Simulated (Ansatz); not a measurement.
**Nb$_{3}$Sn: densities and their changes**

Space group Pm-3n; the calculation finds a residual pressure of about 2 GPa at this fixed cell.

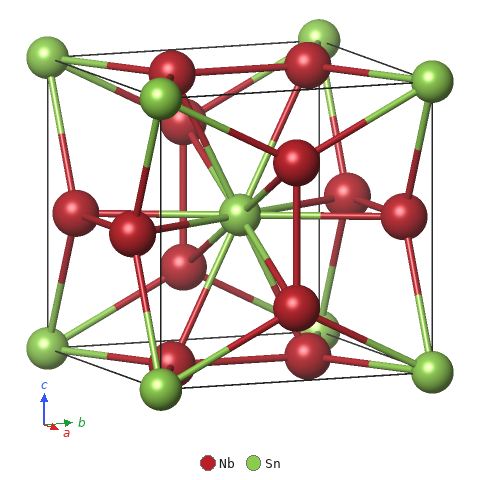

The conventional cell.

Input

```
crystal:
  lattice:
    - [5.2821, 0.0, 0.0]
    - [0.0, 5.2821, 0.0]
    - [0.0, 0.0, 5.2821]
  atoms:
    - { symbol: Nb, position: [0.25, 0.0, 0.5] }
    - { symbol: Nb, position: [0.5, 0.75, 0.0] }
    - { symbol: Nb, position: [0.75, 0.0, 0.5] }
    - { symbol: Nb, position: [0.5, 0.25, 0.0] }
    - { symbol: Nb, position: [0.0, 0.5, 0.75] }
    - { symbol: Nb, position: [0.0, 0.5, 0.25] }
    - { symbol: Sn, position: [0.0, 0.0, 0.0] }
    - { symbol: Sn, position: [0.5, 0.5, 0.5] }
basis:
  ecutwfc: 500
  fft_grid_basis: typed
kpoints:
  mp_grid: { grid: [6, 6, 6] }
hamiltonian:
  xc: r2scan
  pseudopotentials: { kind: paw }
scf:
  occupations: { method: gaussian, width: 0.05 }
output:
  forces: true
  stress: true
  eigenvalues: true
  bader: true
  write_density: true
  volumetric_format: npy
  elf: true
```

Command:

```sh
ansatz run input.yaml --threads 2 --pin off --max-ram 4096MiB --backend cpu --events-out ev --progress --plain --runs-dir out
```

The picture shows the conventional cell (a = 5.28 Å, b = 5.28 Å, c = 5.28 Å, α = 90.00°, β = 90.00°, γ = 90.00°).

Method: DFT r2SCAN, scalar-relativistic, plane waves, PAW in Ansatz 0.2.0.

Core electrons are frozen (PAW), so the maps are meaningful between the atoms, not at the nuclei.

Part 1: Bonding charge

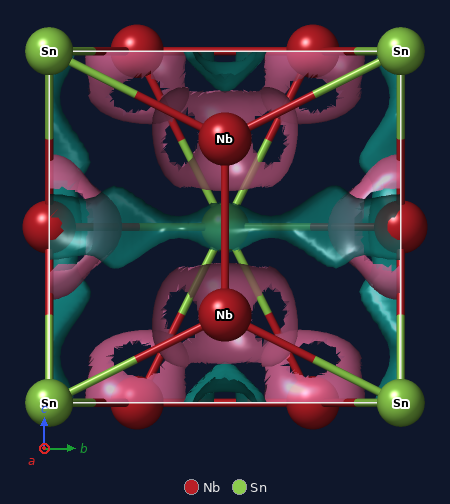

Deformation density (self-consistent density less superposed neutral spherical atoms): teal surfaces at +0.06 and pink ones at −0.06 e/Å³, in the conventional cell seen along the a axis (the regions close to the nuclei are left out). Cores are masked to 1.0 Å (Nb) and 0.9 Å (Sn).

What does the deformation density say about the bonding?

Nb–Nb (2.64 Å): Δρ is +0.11 e/Å³ at the midpoint, where it peaks: a build-up of bond charge.
Nb–Sn (2.95 Å): Δρ is +0.007 e/Å³ at the midpoint.
Over the whole cell, outside the masked cores, the largest gain, 0.11 e/Å³, lies 1.3 Å from a niobium nucleus, and the largest loss lies at the edge of the masked core of Nb.
The rearranged charge, half the integral of |Δρ|, is about 0.39 e an atom.
Bader charges: Nb +0.33 and Sn −0.98 e. Among metals such charges hang on how the charge between the atoms is shared out.

Part 2: One group of states

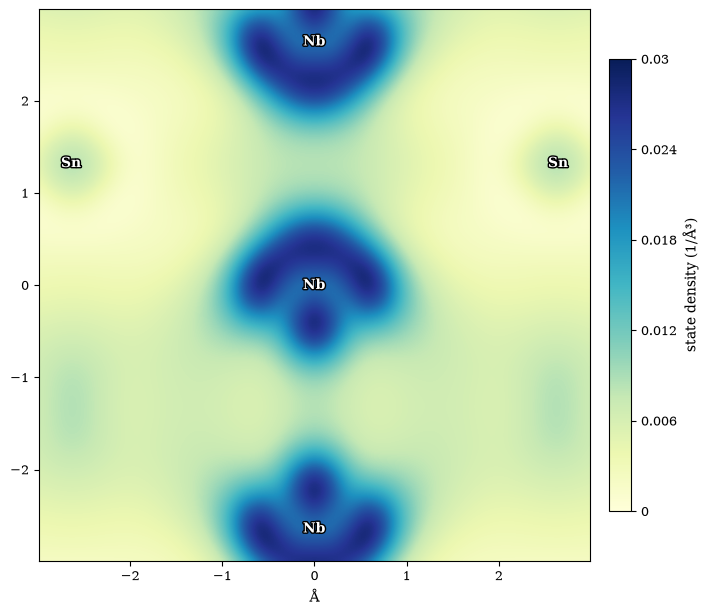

Density of the Kohn–Sham states from −0.25 to +0.25 eV about the Fermi level (the states at the Fermi level), scaled to one electron a cell: a map on the (001) plane of the conventional cell.

Describe these states.

Löwdin projections on the PAW files' atomic orbitals give Nb 4d (85 %).
In space (atomic cells sized by Bader volumes) the density divides as Nb about 90 % and Sn about 10 %.

Part 3: Taking out a sublattice

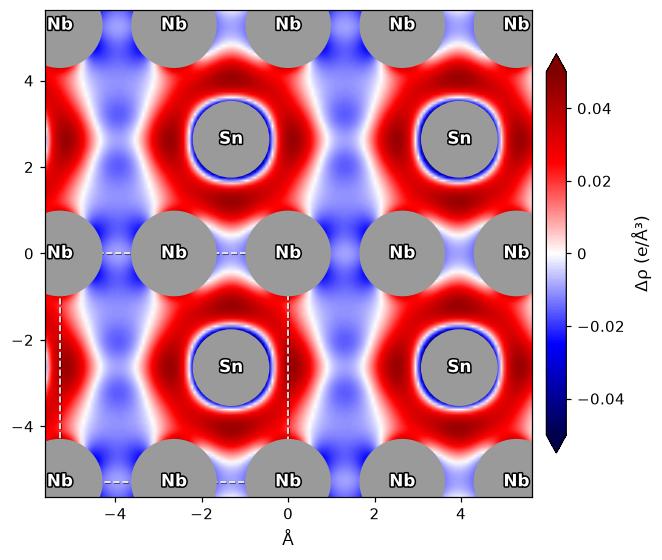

Density of the crystal less the densities of its Sn sublattice and of the rest (Nb), each computed alone with the atoms in place (the rest without spin, the Sn sublattice without): a map on the (100) plane of the conventional cell, with grey discs over the atomic cores. Cores are masked to 1.0 Å (Nb) and 0.9 Å (Sn).

How does charge move when the Sn sublattice is put in?

Over the whole cell, outside the masked cores, the largest gain, 0.04 e/Å³, lies 1.5 Å from a tin nucleus and 1.7 Å from a niobium one, and the largest loss lies at the edge of the masked core of Nb.
- About 0.7 e is rearranged for each Sn atom.
- By Bader's partition Sn carries −0.98 e, so it takes electrons from the rest. Among metals such charges hang on how the charge between the atoms is shared out.

How much energy binds the Sn sublattice to the rest, with both frozen?

E(crystal) − E(Sn sublattice) − E(rest) is −6.5 eV for each Sn atom (negative: bound). The references are the frozen sublattices, not the elements, so this isn't a formation energy. A moment in a sublattice run without spin would make it less negative.

Part 4: Change of volume

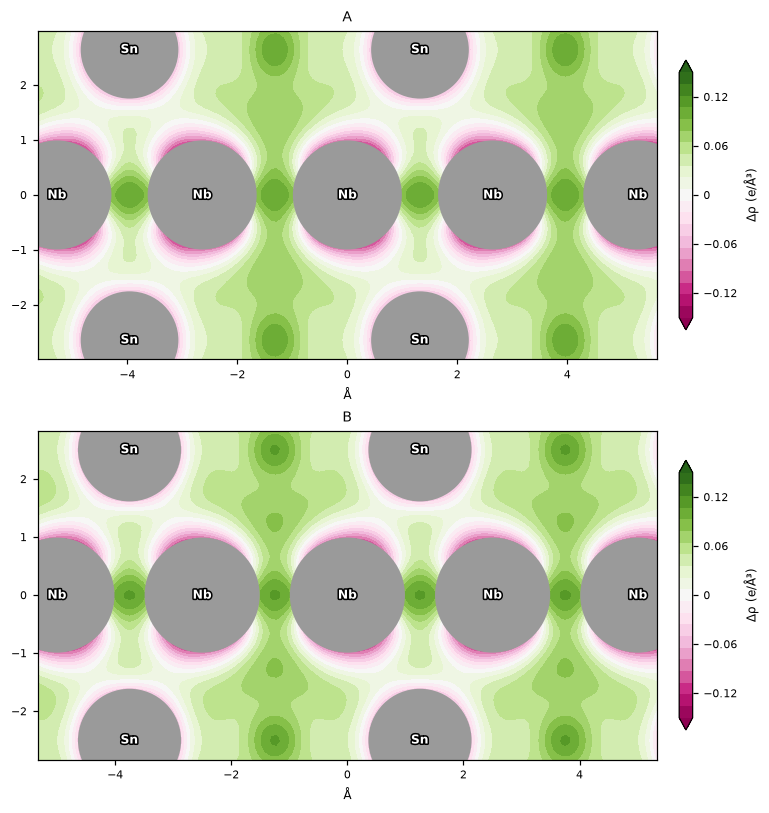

Nb$_{3}$Sn: deformation density on the (001) plane of the conventional cell at two volumes, with the same fractional coordinates and one colour scale. Grey discs cover the cores.

Which panel is the larger cell, by how much, and what changes?

A is the larger cell: B has 85 % of the volume of A. From A to B, Nb–Nb goes from 2.64 to 2.50 Å, and Δρ at its midpoint from +0.107 to +0.109 e/Å³. From A to B, Nb–Sn goes from 2.95 to 2.80 Å, and Δρ at its midpoint from +0.007 to about zero e/Å³. The pressure is 2 GPa in A and 42 GPa in B. The rearranged charge is 0.39 e an atom in A and 0.35 e in B.

Part 5: Moving an atom

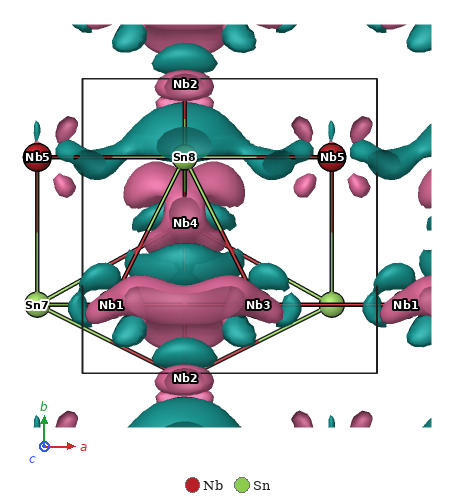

*Nb4 was moved by 0.15 Å along [0 1 0] in the axes of the cell drawn (arrow, not to scale). Change of the density less the rigid motion of the neutral atom's own density: teal surfaces at +0.01 and pink ones at −0.01 e/Å³, in the cell of the calculation (origin moved) seen along the c axis.*

Describe the electronic response.

About 0.33 e is rearranged in the cell. Outside the cores the largest gain lies at the edge of the masked core of Nb, and the largest loss lies there too, on other sides.

What restoring force does the calculation give for this move?

The force on it changes by 1.14 eV/Å along the move, against it: a stiffness of about 7.6 eV/Å² for this sublattice shift.

Part 6: Putting it together

The two pressures give a mean stiffness −ΔP/Δln V of about 247 GPa over this range, with the atoms held at their fractional positions.

Run times: 75 s (base cell), 26 s (state densities), 41 s (the rest), 18 s (sublattice Sn), 64 s (scaled cell) and 2.7 min (moved atom), on 2 threads of Arm Neoverse N1, on a shared host.
